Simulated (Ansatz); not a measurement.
**Geometry relaxation, with input and output: SnO (part 2 of 3)**

SnO (P4/nmm, 4 atoms in the cell); DFT PBE, scalar-relativistic, plane waves, PAW, no spin polarisation (Ansatz 0.2.0); cutoff 420 eV, 12×12×10 k-mesh, Gaussian smearing of 0.1 eV. The structure derives from an entry of the Crystallography Open Database.

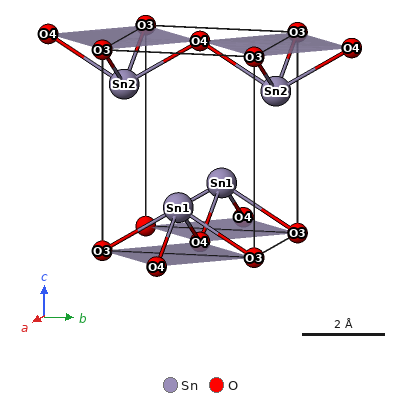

Fig. 1: The geometry at step 5 of the log (polyhedral view of the cell of the calculation, seen slightly off an axis; polyhedra are completed across the faces of the cell; atoms are numbered from 1 in the order of the input).

Log, continued
```
SCF iter   1: F=—  HF=-13183.404729 eV  |F-HF|=—  |Δ(HF+E_count)|=         —  Δρ=2.71e-4  dr2=6.23e-5  ethr=1.32e-7  ⟨swp⟩=3.0  Hψ=23917  notcnv=0
preconditioner: auto → Resta (q_TF=auto, 2.452 Å⁻¹)  ε∞=3.3  [insulator: Δε(μ)=0.500 eV  Ē_g=17.881 eV  σ=0.100 eV  W_gap=1.00  n_scr=18 (ndim 8)  ℏωp=27.0 eV  f_vac=0.032  D(μ)=0.00/eV (n_scr^D=0)  ε∞_Penn≈3.3]
SCF iter   2: F=—  HF=-13183.404680 eV  |F-HF|=—  |Δ(HF+E_count)|=   4.87e-5  Δρ=1.35e-4  dr2=1.18e-5  ethr=1.32e-7  ⟨swp⟩=3.0  Hψ=7378  notcnv=0
SCF iter   3: F=—  HF=-13183.404681 eV  |F-HF|=—  |Δ(HF+E_count)|=   1.09e-6  Δρ=8.21e-5  dr2=4.77e-6  ethr=2.94e-8  ⟨swp⟩=2.0  Hψ=5419  notcnv=0
SCF iter   4: F=—  HF=-13183.404681 eV  |F-HF|=—  |Δ(HF+E_count)|=   2.81e-7  Δρ=1.75e-5  dr2=2.48e-7  ethr=1.19e-8  ⟨swp⟩=2.0  Hψ=5166  notcnv=0
SCF iter   5: F=-13183.404681 eV  HF=-13183.404681 eV  |F-HF|=1.29e-8  |Δ(HF+E_count)|=   1.11e-7  Δρ=4.61e-6  dr2=1.32e-8  ethr=4.09e-11  ⟨swp⟩=7.5  Hψ=26870  notcnv=0
SCF 10 converged in 5 iterations: F = -13183.404681 eV  dr2 = 1.32e-8
relax step  10: F+E_penalty+E_count = -13183.40468083 eV  Δ(F+E_penalty+E_count) = +5.201e-4 eV  max|allowed force component| = 5.171e-4 eV/Å  Δτ_max = 0.0031 Å  P = +0.008 GPa  Ω = 75.820 Å³  energy of the carried Pulay correction = -5.935e-4 eV  (5 SCF iters, dr2 threshold 1.63e-8 eV, accepted)
iter 1 solved again at ethr=1.29e-7 eV; its pass at ethr=3.10e-3 eV (dr2=5.14e-5 eV) is discarded
SCF iter   1: F=—  HF=-13183.405285 eV  |F-HF|=—  |Δ(HF+E_count)|=         —  Δρ=3.38e-5  dr2=7.25e-8  ethr=1.29e-7  ⟨swp⟩=3.4  Hψ=29312  notcnv=0
preconditioner: auto → Resta (q_TF=auto, 2.452 Å⁻¹)  ε∞=3.3  [insulator: Δε(μ)=0.497 eV  Ē_g=17.878 eV  σ=0.100 eV  W_gap=1.00  n_scr=18 (ndim 8)  ℏωp=27.0 eV  f_vac=0.032  D(μ)=0.00/eV (n_scr^D=0)  ε∞_Penn≈3.3]
SCF iter   2: F=—  HF=-13183.405253 eV  |F-HF|=—  |Δ(HF+E_count)|=   3.21e-5  Δρ=1.72e-5  dr2=2.23e-8  ethr=1.81e-10  ⟨swp⟩=2.5  Hψ=7354  notcnv=0
SCF iter   3: F=—  HF=-13183.405255 eV  |F-HF|=—  |Δ(HF+E_count)|=   2.45e-6  Δρ=3.79e-6  dr2=6.59e-9  ethr=5.58e-11  ⟨swp⟩=2.0  Hψ=5708  notcnv=0
SCF iter   4: F=—  HF=-13183.405255 eV  |F-HF|=—  |Δ(HF+E_count)|=   3.76e-8  Δρ=8.65e-7  dr2=4.80e-10  ethr=1.65e-11  ⟨swp⟩=2.0  Hψ=5646  notcnv=0
SCF iter   5: F=—  HF=-13183.405255 eV  |F-HF|=—  |Δ(HF+E_count)|=   1.03e-9  Δρ=3.47e-7  dr2=1.08e-10  ethr=1.20e-12  ⟨swp⟩=2.0  Hψ=5638  notcnv=0
SCF iter   6: F=-13183.405255 eV  HF=-13183.405255 eV  |F-HF|=7.28e-12  |Δ(HF+E_count)|=  1.13e-10  Δρ=1.11e-7  dr2=8.93e-12  ethr=1.00e-12  ⟨swp⟩=6.6  Hψ=18803  notcnv=0
SCF 11 converged in 6 iterations: F = -13183.405255 eV  dr2 = 8.93e-12
relax step  11: F+E_penalty+E_count = -13183.40525508 eV  Δ(F+E_penalty+E_count) = -5.742e-4 eV  max|allowed force component| = 3.224e-4 eV/Å  Δτ_max = 0.0000 Å  P = +0.011 GPa  Ω = 75.820 Å³  stress off target by 2.52e-2 GPa  SCF on the basis re-selected at this cell (its energy is not comparable with the rows above)  (6 SCF iters)
```

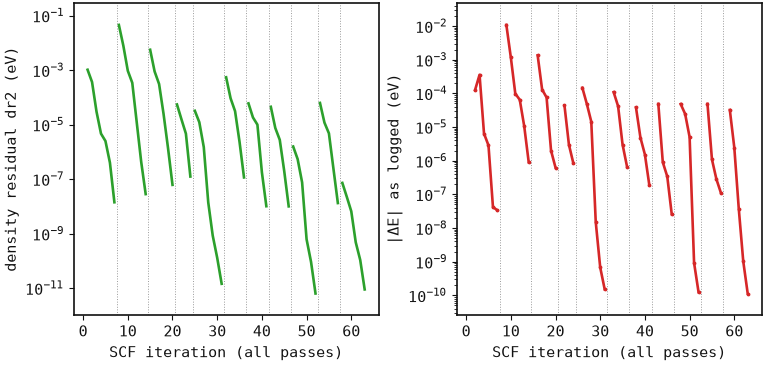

Fig. 2: Convergence of the self-consistent field: density residual dr2 and size of the energy change against the SCF iteration. The dotted lines part the SCF passes of the relaxation: geometry steps, rejected trials and re-solves on a re-selected basis. The 11 passes take 4 to 7 iterations each, 63 in all.

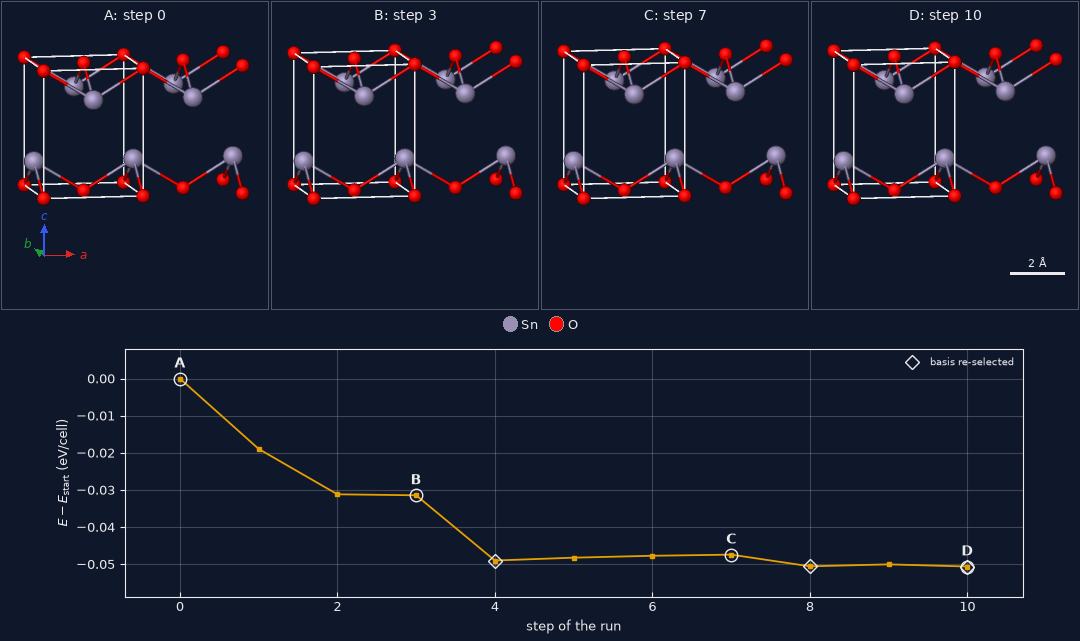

Fig. 3: Frames of the relaxation (ball-and-stick view of the cell of the calculation, repeated 2 × 1 × 1, seen slightly off an axis) above the curves, on which the letters mark them (the first geometry is step 0 here and step 1 in the log).

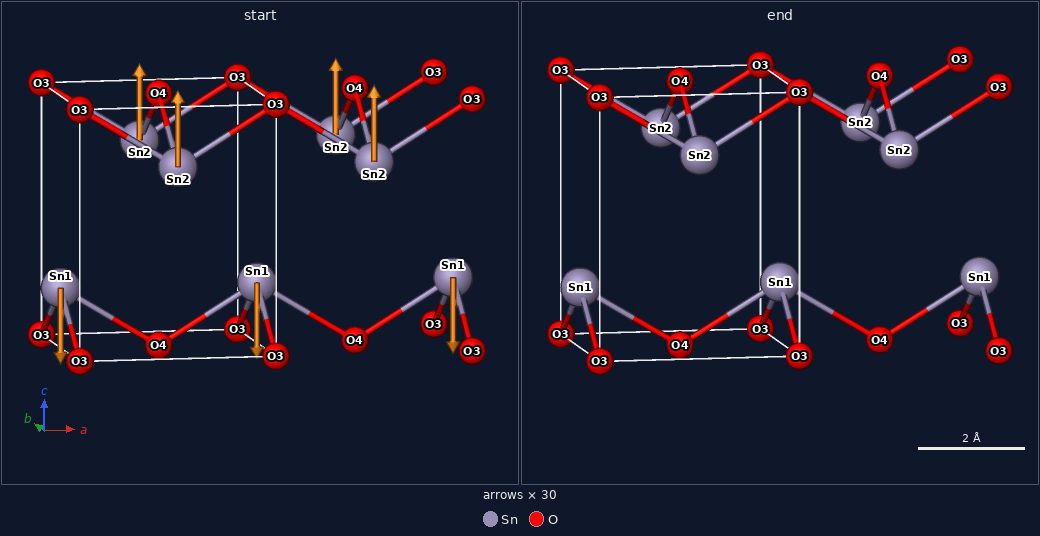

Fig. 4: Before (left) and after (right) the relaxation, at one scale (ball-and-stick view of the cell of the calculation, repeated 2 × 1 × 1, seen slightly off an axis). The orange arrows give the displacements (without the part carried along by the change of the cell), magnified 30 times. The largest moves relative to the cell, 0.049 Å, are those of Sn1 and Sn2. O stays in place. The volume changes by +8.5 %, with a = b 3.802 → 3.868 Å (+1.7 %), c 4.836 → 5.067 Å (+4.8 %). Among the contacts that change: Sn1–O3 2.224 → 2.255 Å. The space group stays P4/nmm (No. 129). Over 7 geometry steps the energy falls by 50.1 meV per cell of the calculation. The largest force component goes from 0.35 to 0.00032 eV/Å. Pressure: 4.20 GPa at the start and 0.01 GPa at the end. The basis was re-selected twice at an unchanged geometry, which shifts the energy a little without any move. The energy change given includes the shifts at the re-selections in mid-walk, which come without any move. A last SCF at the same geometry on a re-selected plane-wave basis shifts the energy by −0.6 meV per cell of the calculation. (Atoms are counted from 1 in the order of the input.)

```
basis re-selected at this cell: Δ(F+E_penalty+E_count) = -5.742e-4 eV, ΔP = +0.002 GPa vs the last step (what re-selecting the basis moved, of the pressure what is left beyond the Pulay correction that the steps carried, after the strain that the cell walked since its last selection, with what the two solves' SCF thresholds leave and, on support functions, any second-order correction that the steps lacked; it is no measure of the basis error at this ecutwfc). This SCF's stress stands 2.52e-2 GPa from its target on what of the cell is left free (relax.cell.stress_tol is 5.00e-2 GPa) and its largest allowed force component is 3.22e-4 eV/Å (relax.f_tol is 5.00e-3 eV/Å): within both
SCF converged after 6 iterations
Free energy (F): -13183.405255 eV
Harris-Foulkes:  -13183.405255 eV  (|F-HF|=7.28e-12)
Internal energy: -13183.405254 eV  (E = F + TS)
E sigma→0 (E₀):  -13183.405255 eV
Entropy (-TS):   -0.000001 eV (-0.000 meV/atom)
Fermi energy:    9.001709 eV
--- Per-component energies (eV) ---
  E_band       = -223.004381
  E_kinetic    = 721.723276
  E_local      = -2896.541363  (includes V_loc(G=0)·N_el)
  E_nonlocal   = 31.772266
  E_hartree    = 1540.191903
  E_xc         = -912.426814
  E_vxc        = -379.788045  (∫ρ·V_xc dr)
  E_paw        = -8588.038623  (= ΣΔE_a)
  E_vpaw       = -780.558985  (= ΣTr[D̂ρ^β])
  E_aug_tail   = 0.004755  (compensation charges beyond the density's cutoff)
  E_ewald      = -3080.090656
  E_smearing   = -0.000001  (= −TS)
  E_closure    = -0.000000  (closes the sum)
  Σ components = -13183.405255   (vs F -13183.405255, Δ=0.00e0)
--- Forces (eV/Å), atoms counted from 1 ---
  atom   1  Sn     0.00000000     0.00000000     0.00032245
  atom   2  Sn     0.00000000     0.00000000    -0.00032245
  atom   3  O     -0.00000000     0.00000000    -0.00000000
  atom   4  O     -0.00000000     0.00000000     0.00000000
  max |Σ_I F_I| component: 1.67e-16 eV/Å
--- Stress (GPa, compression-positive) ---
        0.003445      -0.000000       0.000000
       -0.000000       0.003445       0.000000
        0.000000       0.000000       0.025215
  P = ⅓ Tr σ = 0.0107 GPa (0.107 kbar)
--- Band table (eV; the first three rows and the last of 168) ---
  k-point 0: bands = ["-13.0092", "-12.6462", "-12.6355", "-12.6355", "-12.6118", "-12.5899", "-12.5684", "-12.5525", "-12.5357", "-12.5357", "-10.9474", "-8.5713", "1.3833", "2.5294", "2.9288", "2.9288", "5.5909", "5.8643", "5.8643", "8.7394", "10.6778", "12.8295", "13.6481", "13.6481"]
  k-point 1: bands = ["-13.0084", "-12.6470", "-12.6340", "-12.6340", "-12.6111", "-12.5891", "-12.5690", "-12.5533", "-12.5374", "-12.5374", "-10.9453", "-8.5714", "1.1488", "2.8528", "2.9361", "2.9361", "5.5859", "5.8633", "5.8633", "8.6349", "10.6005", "12.8873", "13.2648", "13.2648"]
  k-point 2: bands = ["-13.0061", "-12.6493", "-12.6297", "-12.6297", "-12.6092", "-12.5867", "-12.5709", "-12.5554", "-12.5421", "-12.5421", "-10.9398", "-8.5714", "0.7660", "2.9554", "2.9554", "3.4976", "5.5733", "5.8603", "5.8603", "8.3047", "10.4829", "12.7686", "12.7686", "12.9159"]
  k-point 167: bands = ["-12.9206", "-12.9206", "-12.6207", "-12.6207", "-12.5924", "-12.5924", "-12.5533", "-12.5533", "-12.5312", "-12.5312", "-9.3989", "-9.3989", "0.2114", "0.2114", "3.6615", "3.6615", "6.3741", "6.3741", "6.5048", "6.5048", "11.3414", "11.3414", "12.4890", "12.4890"]
--- Relaxed structure (8 steps of the walk, 8 accepted, 3 SCFs on fresh bases) ---
  F+E_penalty+E_count = -13183.40525508 eV   max|allowed force component| = 3.224e-4 eV/Å   (the final SCF, on the basis selected at the relaxed cell)
  cell:  # Å, volume = 75.8204 Å³
    - [3.868170751676155, -1.1859425742672912e-33, 0.0]
    - [-1.1859425742672912e-33, 3.868170751676156, 0.0]
    - [0.0, 0.0, 5.06727688579463]
  atoms:
    - { symbol: Sn, position: [1.4290202234351944e-35, 0.49999999999999994, 0.22873619420570332] }
    - { symbol: Sn, position: [0.5, -6.183557868585947e-39, 0.7712638057942965] }
    - { symbol: O, position: [-1.5836091701503833e-35, -6.183557868607508e-39, -4.97810676278752e-36] }
    - { symbol: O, position: [0.5, 0.49999999999999994, -2.4890533813937596e-35] }
```

Trajectory as extended XYZ (Å, eV, eV/Å), 11 frames, from step=1 to step=11
```
4
Lattice="3.8020 0.0000 0.0000 0.0000 3.8020 0.0000 0.0000 0.0000 4.8360" Properties=species:S:1:pos:R:3:forces:R:3 step=1 energy=-13183.35463 pressure_GPa=4.20
Sn    0.0000    1.9010    1.1534    0.0000   0.0000   0.3488
Sn    1.9010    0.0000    3.6826    0.0000   0.0000  -0.3488
O     0.0000    0.0000    0.0000    0.0000   0.0000   0.0000
O     1.9010    1.9010    0.0000    0.0000   0.0000   0.0000
4
Lattice="3.8862 0.0000 0.0000 0.0000 3.8862 0.0000 0.0000 0.0000 5.0239" Properties=species:S:1:pos:R:3:forces:R:3 step=2 energy=-13183.37358 pressure_GPa=0.14
Sn    0.0000    1.9431    1.1347    0.0000   0.0000   0.3050
Sn    1.9431    0.0000    3.8892    0.0000   0.0000  -0.3050
O     0.0000    0.0000    0.0000    0.0000   0.0000   0.0000
O     1.9431    1.9431    0.0000    0.0000   0.0000   0.0000
4
Lattice="3.8677 0.0000 0.0000 0.0000 3.8677 0.0000 0.0000 0.0000 4.9820" Properties=species:S:1:pos:R:3:forces:R:3 step=3 energy=-13183.38581 pressure_GPa=-0.23
Sn    0.0000    1.9338    1.1600    0.0000   0.0000  -0.0548
Sn    1.9338    0.0000    3.8220    0.0000   0.0000   0.0548
O     0.0000    0.0000    0.0000    0.0000   0.0000   0.0000
O     1.9338    1.9338    0.0000    0.0000   0.0000   0.0000
4
Lattice="3.8654 0.0000 0.0000 0.0000 3.8654 0.0000 0.0000 0.0000 4.9868" Properties=species:S:1:pos:R:3:forces:R:3 step=4 energy=-13183.38607 pressure_GPa=-0.01
Sn    0.0000    1.9327    1.1578    0.0000   0.0000  -0.0012
Sn    1.9327    0.0000    3.8289    0.0000   0.0000   0.0012
O     0.0000    0.0000    0.0000    0.0000   0.0000   0.0000
O     1.9327    1.9327    0.0000    0.0000   0.0000   0.0000
4
Lattice="3.8654 0.0000 0.0000 0.0000 3.8654 0.0000 0.0000 0.0000 4.9868" Properties=species:S:1:pos:R:3:forces:R:3 step=5 energy=-13183.40364 pressure_GPa=0.30
Sn    0.0000    1.9327    1.1578    0.0000   0.0000  -0.0044
Sn    1.9327    0.0000    3.8289    0.0000   0.0000   0.0044
O     0.0000    0.0000    0.0000    0.0000   0.0000   0.0000
O     1.9327    1.9327    0.0000    0.0000   0.0000   0.0000
4
Lattice="3.8697 0.0000 0.0000 0.0000 3.8697 0.0000 0.0000 0.0000 5.0211" Properties=species:S:1:pos:R:3:forces:R:3 step=6 energy=-13183.40287 pressure_GPa=0.10
Sn    0.0000    1.9349    1.1566    0.0000   0.0000   0.0116
Sn    1.9349    0.0000    3.8645    0.0000   0.0000  -0.0116
O     0.0000    0.0000    0.0000    0.0000   0.0000   0.0000
O     1.9349    1.9349    0.0000    0.0000   0.0000   0.0000
4
Lattice="3.8676 0.0000 0.0000 0.0000 3.8676 0.0000 0.0000 0.0000 5.0443" Properties=species:S:1:pos:R:3:forces:R:3 step=7 energy=-13183.40236 pressure_GPa=-0.03
Sn    0.0000    1.9338    1.1603    0.0000   0.0000  -0.0277
Sn    1.9338    0.0000    3.8841    0.0000   0.0000   0.0277
O     0.0000    0.0000    0.0000    0.0000   0.0000   0.0000
O     1.9338    1.9338    0.0000    0.0000   0.0000   0.0000
4
Lattice="3.8684 0.0000 0.0000 0.0000 3.8684 0.0000 0.0000 0.0000 5.0512" Properties=species:S:1:pos:R:3:forces:R:3 step=8 energy=-13183.40206 pressure_GPa=0.01
Sn    0.0000    1.9342    1.1587    0.0000   0.0000  -0.0009
Sn    1.9342    0.0000    3.8925    0.0000   0.0000   0.0009
O     0.0000    0.0000    0.0000    0.0000   0.0000   0.0000
O     1.9342    1.9342    0.0000    0.0000   0.0000   0.0000
4
Lattice="3.8684 0.0000 0.0000 0.0000 3.8684 0.0000 0.0000 0.0000 5.0512" Properties=species:S:1:pos:R:3:forces:R:3 step=9 energy=-13183.40520 pressure_GPa=0.04
Sn    0.0000    1.9342    1.1587    0.0000   0.0000  -0.0019
Sn    1.9342    0.0000    3.8925    0.0000   0.0000   0.0019
O     0.0000    0.0000    0.0000    0.0000   0.0000   0.0000
O     1.9342    1.9342    0.0000    0.0000   0.0000   0.0000
4
Lattice="3.8682 0.0000 0.0000 0.0000 3.8682 0.0000 0.0000 0.0000 5.0673" Properties=species:S:1:pos:R:3:forces:R:3 step=10 energy=-13183.40468 pressure_GPa=0.01
Sn    0.0000    1.9341    1.1591    0.0000   0.0000   0.0005
Sn    1.9341    0.0000    3.9082    0.0000   0.0000  -0.0005
O     0.0000    0.0000    0.0000    0.0000   0.0000   0.0000
O     1.9341    1.9341    0.0000    0.0000   0.0000   0.0000
4
Lattice="3.8682 0.0000 0.0000 0.0000 3.8682 0.0000 0.0000 0.0000 5.0673" Properties=species:S:1:pos:R:3:forces:R:3 step=11 energy=-13183.40525 pressure_GPa=0.01
Sn    0.0000    1.9341    1.1591    0.0000   0.0000   0.0003
Sn    1.9341    0.0000    3.9082    0.0000   0.0000  -0.0003
O     0.0000    0.0000    0.0000    0.0000   0.0000   0.0000
O     1.9341    1.9341    0.0000    0.0000   0.0000   0.0000
```

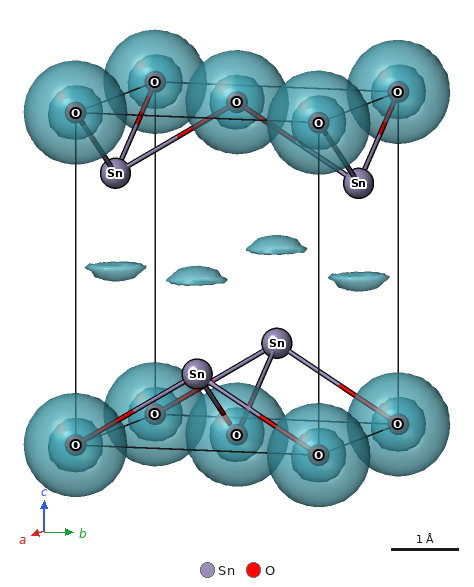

Fig. 5: Isosurface of the electron localisation function at 0.75 (cyan), seen slightly off an axis. Core shells and regions of very low density are left out. Sticks mark near contacts. The outline is the cell set on symmetry axes. Profiles from the grid: Sn–O (2.25 Å): the ELF is about 0.20 at the midpoint. The fields are those of the smooth PAW valence density.

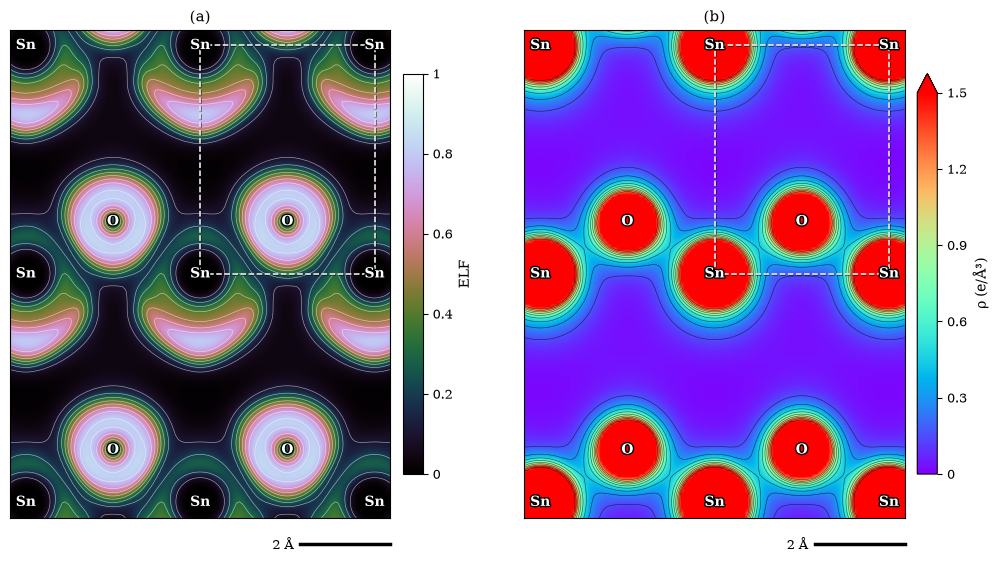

Fig. 6: (a) ELF; (b) valence pseudo-density on the (010) plane of the conventional cell. The section cuts through Sn and O sites. Sn–O (2.25 Å): ρ is about 0.44 e/Å³ halfway; the ELF is about 0.20 at the midpoint. Away from the nuclei the density in this plane falls to 0.02 e/Å³ at its lowest.

The run was set up as follows.

Input file
```yaml
crystal:
  lattice:
    - [3.802, 0.0, 0.0]
    - [0.0, 3.802, 0.0]
    - [0.0, 0.0, 4.836]
  atoms:
    - { symbol: Sn, position: [0.0, 0.5, 0.2385] }
    - { symbol: Sn, position: [0.5, 0.0, 0.7615] }
    - { symbol: O, position: [0.0, 0.0, 0.0] }
    - { symbol: O, position: [0.5, 0.5, 0.0] }
basis:
  ecutwfc: 420
kpoints:
  mp_grid: { grid: [12, 12, 10] }
hamiltonian:
  xc: pbe
scf:
  occupations: { method: gaussian, width: 0.1 }
output:
  forces: true
  stress: true
  eigenvalues: true
  write_density: true
  write_potential: true
  elf: true
  volumetric_format: npy
relax:
  adjacent_minimum: "off"
  f_tol: 0.005
  max_steps: 80
  cell: { stress_tol: 0.05 }
```

Launched with:
```bash
ansatz run input.yaml --threads 1 --pin off --max-ram 2560MiB --backend cpu --events-out ev --progress --plain --runs-dir out
```
